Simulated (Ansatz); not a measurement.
**Sensitivity of the G0W0 gap of LiF (Griceite)**

A base run on LiF (Griceite), then changed inputs.

Main program and level: Ansatz 0.2.0; G0W0 on PBE, plane waves, PAW; PAW set soft_1.

## (1) The starting structure

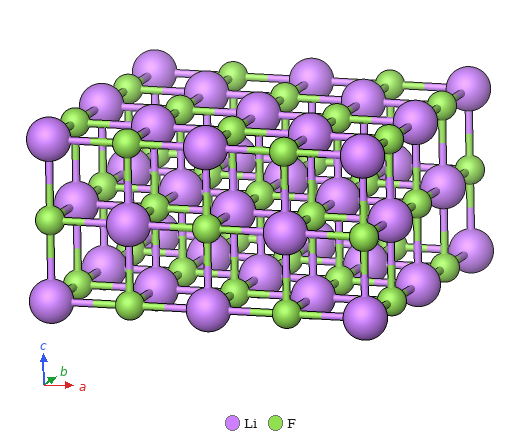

Start, viewed slightly off an axis; lithium purple, fluorine green. 2×2×1 cells are drawn. This picture shows the conventional cell, with its axes. Some periodic images of atoms are drawn too.

The cell and positions come from the Crystallography Open Database and are kept as given unless a step says otherwise.

## (2) The base run: 6×6×6 mesh, 17 empty bands, screening to 60 eV, PAW set soft_1 files

G0W0 replaces the xc potential by the self-energy, built once from these orbitals. Only a window of levels is corrected, while the sums run over the empty bands that the input names. This step takes PAW set soft_1 files.

File input.yaml:

```yaml
crystal:
  lattice:
    - [0.0, 2.014, 2.014]
    - [2.014, 0.0, 2.014]
    - [2.014, 2.014, 0.0]
  atoms:
    - { symbol: Li, position: [0.0, 0.0, 0.0] }
    - { symbol: F, position: [0.5, 0.5, 0.5] }
kpoints:
  mp_grid: { grid: [6, 6, 6] }
hamiltonian:
  xc: pbe
  pseudopotentials: { kind: paw, azcp: { folder: soft_1 } }
scf:
  occupations: { method: fixed }
gw:
  n_empty_bands: 17
  ecut_chi: 60
  qp_bands: [v2, c2]
  qp_kpoints: band_edges
  screening: { model: contour_deformation }
```

Command:

```
$ ansatz run input.yaml --threads 3 --pin off --max-ram 92160MiB --backend cuda --events-out ev --progress --plain --runs-dir out --devices 1 --max-vram 13GiB
```

Numbers of over 12 decimals in the logs are rounded to 6 here.

The log of the run:

```text
GPUs: using 1 of 1 available (devices: 1).
Engine: ansatz 0.2.0, x86_64-unknown-linux-gnu
Pseudopotentials: kind: paw
Pseudopotential: Li, paw, valence charge 3, recommended cutoff 420 eV (normal), soft_1/Li.paw.azcp
Pseudopotential: F, paw, valence charge 7, recommended cutoff 420 eV (normal), soft_1/F.paw.azcp
Functional definition: PBE
  parameter kappa = 0.804
  parameter beta = 0.066725
  exchange = pbe_x(kappa = kappa, mu = beta*pi^2/3)
  correlation = pbe_c(beta = beta)
device memory: the entry about to start is reckoned to put 0.4 GiB on a device that reports 45.9 GiB free (of which the cap on the GPU budget leaves the run 13.0 GiB)
GPU FFT provider: cuFFT
GPU libraries: cuBLAS 13.8.2, cuFFT 12.4.0, cuSOLVER 12.3.4
Crystal: 2 atoms, lattice volume = 16.338 Å³
Basis set: ecut = 420 eV, 331 PW (Γ)
Bands: 9, of which v1, the nominal top of the filled ones, is band 5 counted from 1 (4 counted from 0)
Symmetry: 48 space group operations
Space group: Fm-3m (ITA 225), of the structure as read, at distance tolerance 2.5e-5 Å
k-points: 16 of 216
Non-local potential: Li, projectors of the file, l = 0: 3, l = 1: 2, l = 2: 1
Non-local potential: F, projectors of the file, l = 0: 2, l = 1: 2, l = 2: 1
PAW form: soft (Blöchl's): semilocal exchange-correlation on the pseudo side does not see the compensation charge
PAW one-centre angular grid: Li, 110 points (default); XC on 96 Gauss nodes
PAW one-centre angular grid: F, 110 points (default); XC on 64 Gauss nodes
Initial density: superposition of atomic densities (chi_scale 0.1, normalization cell, long waves kept (reshape's long-wave potential 0.00 eV rms))
Initial wavefunctions: pseudopotential atomic-orbital guess
GPU buffer pool allocated for 8000 grid points (all kernels)
GPU transforms: local potential and band sums: pruned to the plane-wave sphere, on 18×20×20
Functional: x = pbe(κ = 0.804, μ = 0.219515), c = pbe(β = 0.066725)
SCF iter   1: F=—  HF=-1016.037709 eV  |F-HF|=—  |Δ(HF+E_count)|=         —  Δρ=5.95e-2  dr2=3.05e-1  ethr=3.10e-3  ⟨swp⟩=4.0  Hψ=808  notcnv=0  defer=28
preconditioner: auto → none  [insulator: Δε(μ)=8.255 eV  Ē_g=21.877 eV  n_scr=0 (ndim 8)  ℏωp=26.0 eV  f_vac=0.000  ε∞_Penn≈2.4]
SCF iter   2: F=—  HF=-1016.139370 eV  |F-HF|=—  |Δ(HF+E_count)|=   1.02e-1  Δρ=3.22e-2  dr2=8.42e-2  ethr=3.05e-3  ⟨swp⟩=2.0  Hψ=310  notcnv=0  defer=26
SCF iter   3: F=—  HF=-1016.174663 eV  |F-HF|=—  |Δ(HF+E_count)|=   3.53e-2  Δρ=1.64e-2  dr2=2.14e-2  ethr=8.42e-4  ⟨swp⟩=2.0  Hψ=237  notcnv=0  defer=29
SCF iter   4: F=—  HF=-1016.173159 eV  |F-HF|=—  |Δ(HF+E_count)|=   1.50e-3  Δρ=1.38e-3  dr2=1.27e-4  ethr=2.14e-4  ⟨swp⟩=2.7  Hψ=223  notcnv=0  defer=30
[...]
E_band       = -118.047465
  E_kinetic    = 216.239655
  E_local      = -653.590797  (includes V_loc(G=0)·N_el)
  E_nonlocal   = 67.727535
  E_hartree    = 227.144624
  E_xc         = -87.225017
  E_vxc        = -111.958752  (∫ρ·V_xc dr)
  E_paw        = -229.340667  (= ΣΔE_a)
  E_vpaw       = -90.754129  (= ΣTr[D̂ρ^β])
  E_aug_tail   = 0.001026  (compensation charges beyond the density's cutoff)
  E_ewald      = -557.129686
  E_smearing   = -0.000000  (= −TS)
  E_closure    = 0.000000  (closes the sum)
  Σ components = -1016.173327   (vs F -1016.173327, Δ=0.00e0)
--- Band table (eV; the first three rows and the last of 16) ---
  k-point 0: bands = ["-39.9285", "-19.0021", "0.9617", "0.9617", "0.9617", "10.0566", "24.9214", "24.9214", "24.9214"]
  k-point 1: bands = ["-39.9139", "-18.9002", "0.2392", "0.9031", "0.9031", "10.7732", "20.5107", "22.6708", "22.6708"]
  k-point 2: bands = ["-39.8848", "-18.6853", "-0.9974", "0.7912", "0.7912", "11.6631", "18.0490", "20.6268", "20.6268"]
  k-point 15: bands = ["-39.8544", "-18.3269", "-1.5862", "-0.5919", "0.1171", "15.8568", "16.4111", "18.4188", "20.4587"]
--- G₀W₀: contour deformation, 5 samples at zero and on the imaginary axis and 4 off it, 216 q-points, 17 empty bands' worth ---
  eigenvalues of the whole cell's RPA ε∞ on this k-mesh (on a slab, of 1 + 4πα/V) = 1.9802, 1.9802, 1.9802; static W/v taken at q = 0 is 0.504999
  gw.qp_kpoints: band_edges: 12 of 16 stored k-points solved, in 1 pass; an edge of the gap read off the rows below is read off those points alone
    valence top: of the k-points left out ik 13 came nearest to being solved in a further pass, in band 5 (counted from 1, as in the quasiparticle table): it holds the edge there only if its correction is more favourable than any solved in that band by at least 0.515 eV; those differ by 0.212 eV
    conduction bottom: of the k-points left out ik 13 came nearest to being solved in a further pass, in band 6 (counted from 1, as in the quasiparticle table): it holds the edge there only if its correction is more favourable than any solved in that band by at least 3.719 eV; those differ by 1.001 eV
    ik  band        ε_KS         Σx   Σc(E_QP)       V_xc       Z   E_QP_lin       E_QP  E_QP is
     0     4      0.9617   -32.0235     5.2354   -24.2164  0.8275    -1.6625    -1.6100  root
     0     5      0.9617   -32.0235     5.2354   -24.2164  0.8275    -1.6625    -1.6100  root
     0     6     10.0566    -7.5551    -3.2590   -12.4808  0.8907    11.7357    11.7233  root
     0     7     24.9214    -3.0721    -4.2453    -9.9156  0.8573    27.5658    27.5196  root
     1     4      0.9031   -31.9612     5.2388   -24.1339  0.8274    -1.7389    -1.6854  root
     1     5      0.9031   -31.9612     5.2388   -24.1339  0.8274    -1.7389    -1.6854  root
     1     6     10.7732    -7.8378    -3.2263   -12.8677  0.8877    12.5918    12.5768  root
     1     7     20.5107    -3.8717    -3.7696    -9.7158  0.8677    22.6248    22.5851  root
[...]
14     4     -0.6976   -29.3025     5.1643   -21.2520  0.8230    -3.6606    -3.5838  root
    14     5      0.3380   -31.2220     5.2462   -23.2516  0.8256    -2.4485    -2.3861  root
    14     6     14.5213    -6.5906    -3.3463   -12.1188  0.8811    16.7298    16.7033  root
    14     7     16.3508    -7.5207    -3.4679   -13.4076  0.8706    18.8092    18.7698  root
[key lines of the parts left out:]
SCF converged after 6 iterations
Free energy (F): -1016.173327 eV
Fermi energy:    0.961670 eV
```

Elapsed: 14 s, on 1 × NVIDIA H100 80GB HBM3 (shared by 6 runs) with 3 threads of AMD EPYC 7R13 (Zen 3), shared host; peak memory 0.97 GiB.

In the SCF lines HF is the Harris–Foulkes energy and dr2 the Hartree energy of the density residual, in eV; the loop may stop once dr2 is under the threshold and the program's other checks hold. Hψ counts applications of the Hamiltonian.

Numbers from this step:

```
bands summed                                 : 22
RPA ε∞ on this mesh (eigenvalues)            : 1.980, 1.980, 1.980
plane waves in the screening matrix          : 15
q-points in the mesh                         : 216
G0W0 gap on the mesh                         : 13.33 eV
k of the valence top                         : 0, 0, 0
k of the conduction bottom                   : 0, 0, 0
starting gap on the mesh                     : 9.095 eV
Z at the valence top                         : 0.8275
Z at the conduction bottom                   : 0.8907
least direct G0W0 gap on the computed points : 13.33 eV
```

The gap on the mesh goes from 9.09 eV to 13.33 eV, a correction of +4.24 eV. Between the two edge states, bare exchange in place of the xc potential would open the gap by 12.73 eV, and correlation takes back 8.49 eV.

## (3) Variant: no symmetry

input.yaml, as its differences from that of step 2:

```diff
@@ -8,2 +8,3 @@
     - { symbol: F, position: [0.5, 0.5, 0.5] }
+  symmetry: { detect: false }
 kpoints:
```

The log of the run:

```text
GPUs: using 1 of 1 available (devices: 1).
[...]
GPU FFT provider: cuFFT
GPU libraries: cuBLAS 13.8.2, cuFFT 12.4.0, cuSOLVER 12.3.4
Crystal: 2 atoms, lattice volume = 16.338 Å³
Basis set: ecut = 420 eV, 331 PW (Γ)
Bands: 9, of which v1, the nominal top of the filled ones, is band 5 counted from 1 (4 counted from 0)
Symmetry: 1 space group operations
k-points: 112 of 216 (time reversal used)
[...]
GPU buffer pool allocated for 8000 grid points (all kernels)
[...]
SCF iter   1: F=—  HF=-1016.037800 eV  |F-HF|=—  |Δ(HF+E_count)|=         —  Δρ=5.95e-2  dr2=3.05e-1  ethr=3.10e-3  ⟨swp⟩=4.0  Hψ=5781  notcnv=0  defer=216
[...]
SCF iter   6: F=-1016.173327 eV  HF=-1016.173327 eV  |F-HF|=2.03e-8  |Δ(HF+E_count)|=   2.23e-6  Δρ=1.38e-5  dr2=1.78e-8  ethr=1.00e-9  ⟨swp⟩=3.2  Hψ=4710  notcnv=0
SCF 1 converged in 6 iterations: F = -1016.173327 eV  dr2 = 1.78e-8
[...]
NSCF: frozen V_eff on 112 k-points, pencils in batches of 32, up to order 36
[...]
G₀W₀ screening: q 1/112
[... further progress lines ...]
[...]
NSCF: frozen V_eff on 1 k-points
[...]
SCF converged after 6 iterations
Free energy (F): -1016.173327 eV
[...]
Internal energy: -1016.173327 eV  (E = F + TS)
E sigma→0 (E₀):  -1016.173327 eV
Fermi energy:    0.961665 eV
[...]
--- Band table (eV; the first three rows and the last of 112) ---
[...]
0     4      0.9617   -32.0235     5.2354   -24.2164  0.8275    -1.6625    -1.6100  root
     0     5      0.9617   -32.0235     5.2354   -24.2164  0.8275    -1.6625    -1.6100  root
     0     6     10.0566    -7.5551    -3.2590   -12.4808  0.8907    11.7357    11.7233  root
     0     7     24.9214    -3.0721    -4.2453    -9.9156  0.8573    27.5658    27.5196  root
     1     4      0.9030   -31.9612     5.2388   -24.1339  0.8274    -1.7389    -1.6854  root
     1     5      0.9030   -31.9612     5.2388   -24.1339  0.8274    -1.7389    -1.6854  root
     1     6     10.7732    -7.8378    -3.2263   -12.8677  0.8877    12.5918    12.5768  root
     1     7     20.5107    -3.8717    -3.7696    -9.7158  0.8677    22.6248    22.5851  root
[...]
111     4      0.7372   -31.8082     5.2505   -23.9245  0.8268    -1.9520    -1.8959  root
   111     5      0.7372   -31.8082     5.2505   -23.9245  0.8268    -1.9520    -1.8959  root
   111     6     11.7591    -4.8526    -3.3011    -9.9458  0.8940    13.5657    13.5512  root
   111     7     17.7120    -9.1418    -3.7538   -15.4630  0.8558    20.3395    20.2794  root
```

It took 1.8 min on 1 × NVIDIA H100 80GB HBM3 (shared by 6 runs) with 3 threads; peak memory 0.95 GiB; 1.9 min of CPU time.

The G0W0 gap on the mesh is 13.333 eV.

Against the base:

```
           setting  base  variant
symmetry detection     -    false
```

| quantity | variant | base |
| --- | --- | --- |
| starting gap on the mesh | 9.095 | 9.095 |
| G0W0 gap on the mesh | 13.333 | 13.333 |
| least direct G0W0 gap on the computed points | 13.333 | 13.333 |
| Z at the valence top | 0.828 | 0.828 |
| Z at the conduction bottom | 0.891 | 0.891 |

## (4) Results

```yaml
base: 13.33 eV, 14 s
no_symmetry: 13.33 eV, 1.8 min
```

What this shows: No symmetry: the gap moves by +0.00 eV and the time by a factor of 7.7. Symmetry itself changes the cost, not the physics. All runs here use a coarse mesh and modest cutoffs; they test settings and are not final values.

[Paths, hosts, dates, memory and timing lines, banners, echoed tables and standing remarks are left out of the program output.]

[Logs are printed without paths, hosts, clocks, repeated set-up lines and the standing remarks that a program may print on its own settings, such as how far it seeks lower states.]

[Runs of the session that timed out or met a known fault of the program may be left out.]

[Cells called generated may have been cut or substituted from an entry of the Crystallography Open Database or the Materials Project.]

[Hosts, paths, dates, database ids (printed as entryN), source tags and the programs' standing remarks are cut or masked in the printed files.]
